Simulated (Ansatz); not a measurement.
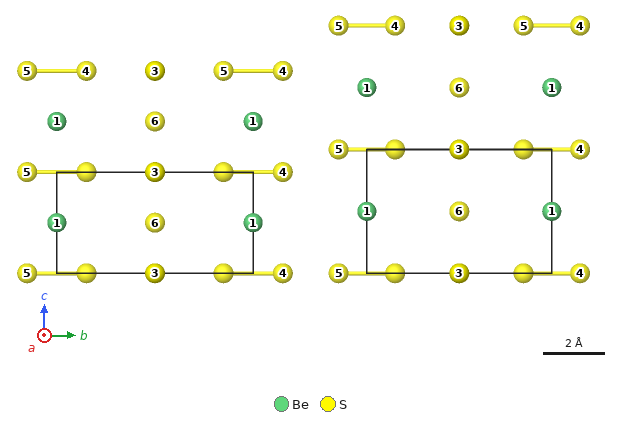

Two geometries of crystalline BeS₅ (a generated structure, set up in P4/mmm) (coarse preliminary run), drawn at one scale. One is the start of a relaxation, the other its converged end. The picture is a ball-and-stick view of the cell of the calculation, repeated 1 × 1 × 2 with one cell outlined, seen along the a axis.

The calculation used DFT PBE, scalar-relativistic, plane waves, PAW (Ansatz). Settings: plane-wave cutoff 420 eV; k-point mesh 4 × 4 × 4; occupations gaussian; smearing width 0.1 eV; no spin polarisation; cell and atoms relaxed; force threshold 0.04 eV/Å; at most 70 steps.

> Which geometry has the lower energy?

The left one is the relaxed one. The largest moves relative to the cell, 0.012 Å, are those of S atoms. Be stays in place. Cell: a = b 6.072 → 6.445 Å (+6.1 %), c 4.065 → 3.322 Å (−18.3 %). Volume −7.9 %. Some distances before and after: S–S 1.856 → 1.947 Å. The space group stays P4/mmm (No. 123). After 7 accepted moves (8 points after the start) the energy has fallen by 0.366 eV per cell of the calculation. Largest force component: 1.9 eV/Å at the start, 0.014 eV/Å at the end. The pressure goes from 2.39 to 0.03 GPa. The SCF was repeated once at an unchanged geometry on a basis and grid sized afresh for the cell, which shifted the energy by 0.6 meV per cell of the calculation at most.

Limits of the set-up: the k-point mesh is coarse for a cell with partly filled bands.
